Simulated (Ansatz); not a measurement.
Input file:

```
crystal:
  lattice:
    - [0.0, 4.0414568105, -4.0414568105]
    - [4.0414568105, 4.0414568105, 0.0]
    - [4.0414568105, 0.0, -4.0414568105]
  atoms:
    - { symbol: Al, position: [0.5, 0.0, 0.5] }
    - { symbol: Al, position: [0.5, 0.5, 0.5] }
    - { symbol: Al, position: [0.0, 0.0, 0.5] }
    - { symbol: Al, position: [0.0, 0.5, 0.5] }
    - { symbol: Al, position: [0.5, 0.0, 0.0] }
    - { symbol: Al, position: [0.5, 0.5, 0.0] }
    - { symbol: Al, position: [0.0, 0.0, 0.0] }
    - { symbol: Al, position: [0.0, 0.5, 0.0] }
basis:
  ecutwfc: 420
  xc_grid: 2
kpoints:
  mp_grid: { grid: [6, 6, 6], shift: [0.0, 0.0, 0.0] }
hamiltonian:
  xc: pbe
scf:
  occupations: { method: gaussian, width: 0.1 }
output:
  forces: true
  stress: true
  eigenvalues: true
  write_density: true
  write_potential: true
  elf: true
  volumetric_format: npy
```

Run with:

```sh
ansatz run input.yaml --threads 2 --pin off --max-ram 5120MiB --backend cpu --events-out ev --progress --plain --runs-dir out
```

Space group Fm-3m.

Level of theory: Ansatz 0.2.0, DFT PBE, scalar-relativistic, plane waves, PAW.

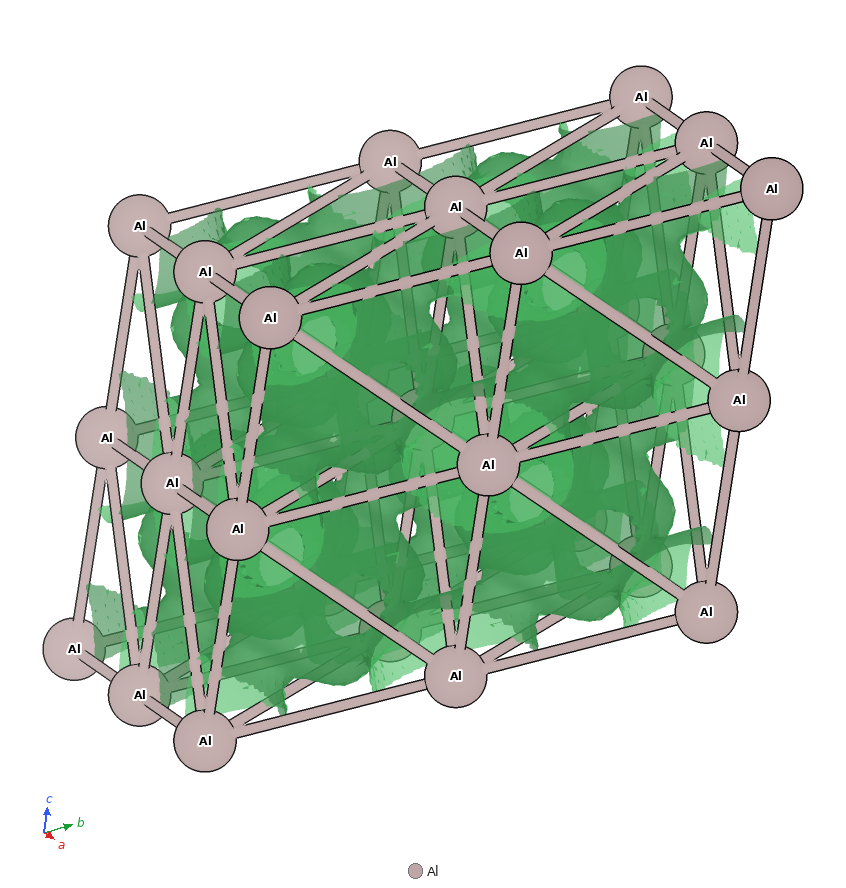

Al. Isosurface of the ELF at 0.55 (green), seen slightly off an axis. Core shells and regions of very low density are left out. Sticks mark near contacts.

Question: What do the ELF domains correspond to?

Answer: The ELF exceeds this value in one network that runs through the whole crystal, counted in one cell of 8 atoms. Regions shared between cells count once. There are no localised bonds or lone pairs at this value. Profiles from the grid: Al–Al (2.86 Å): the ELF peaks at about 0.65 between the atoms.

Question: Does the calculation give a band gap?

Answer: It is metallic or semimetallic at this level of theory: no gap opens.
